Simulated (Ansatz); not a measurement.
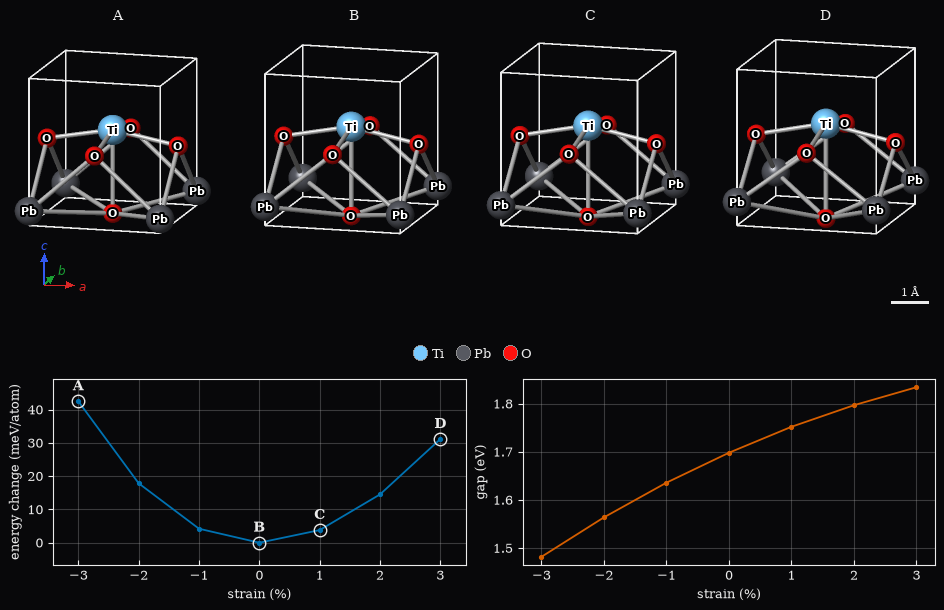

Members of a series of calculations on solid TiPbO3 (set up in P4mm), marked on the first curve. The picture is a ball-and-stick view of the cell of the calculation, seen slightly off an axis.

The calculation used DFT PBEsol, scalar-relativistic, plane waves, PAW (Ansatz 0.2.0). (plane-wave cutoff 420 eV; k-point mesh 8 × 8 × 6; occupations gaussian; smearing width 0.02 eV; no spin polarisation)

> Which kind of strain is it, and how does the structure respond?

Equal strain along all axes, cell held, atoms relaxed. A (strain −3.0 %): energy change 42.5 meV/atom, volume 11.60 Å³ per atom, gap 1.48 eV. B (strain 0.0 %): energy change 0.0 meV/atom, volume 12.71 Å³ per atom, gap 1.70 eV. C (strain 1.0 %): energy change 3.8 meV/atom, volume 13.10 Å³ per atom, gap 1.75 eV. D (strain 3.0 %): energy change 31.1 meV/atom, volume 13.89 Å³ per atom, gap 1.83 eV. The rest compares A with D. Cell: a = b 3.743 → 3.975 Å (+6.2 %), c 4.140 → 4.396 Å (+6.2 %). Volume +19.7 %. Among the bonded contacts that change: O–Ti 2.350 → 2.668 Å, O–Pb 2.669 → 2.913 Å, O–Ti 1.903 → 2.030 Å.
